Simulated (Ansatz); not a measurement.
System: GaO₂ (slab).

```xyz
12
Lattice="3.0835 0.0000 0.0000 0.0000 5.8775 0.0000 0.0000 0.0000 21.1466" Properties=species:S:1:pos:R:3 pbc="T T T"
O     0.0000    0.0453    7.5000
O     0.0000    2.8820    7.5963
Ga    1.5418    2.9307    8.6363
Ga    0.0000    5.7816    9.4660
O     1.5418    4.5620    9.5265
O     1.5418    1.3296    9.6500
O     0.0000    0.1228   11.4965
O     0.0000    2.7678   11.6200
Ga    1.5418    1.5483   11.6805
Ga    0.0000    4.3992   12.5103
O     1.5418    4.4478   13.5503
O     1.5418    1.4070   13.6465
```

Not relaxed (largest force 1.0 eV/Å).

All numbers below come from DFT PBE, scalar-relativistic, plane waves, PAW (Ansatz 0.2.0).

Question: What will maps of the valence pseudo-density and electron localisation function show?

Answer: Ga–O (1.86 Å): ρ at the midpoint is about 0.82 e/Å³; the ELF peaks at about 0.85 in the valence shell of O, 0.6 Å from its nucleus, and is about 0.40 at the midpoint.

Question: Does the calculation give a band gap?

Answer: It is gapless in this calculation (a metal or semimetal).

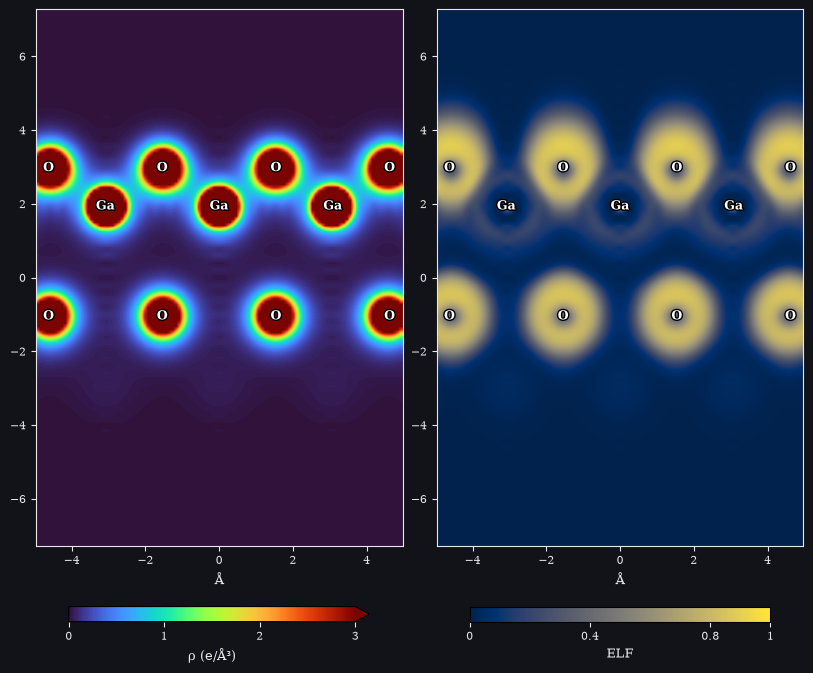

Computed valence pseudo-density and electron localisation function on the (010) plane of the calculation cell, a cut from vacuum to vacuum, in this order. 

Core electrons are frozen (PAW), and the valence fields are smoothed inside the atomic spheres.
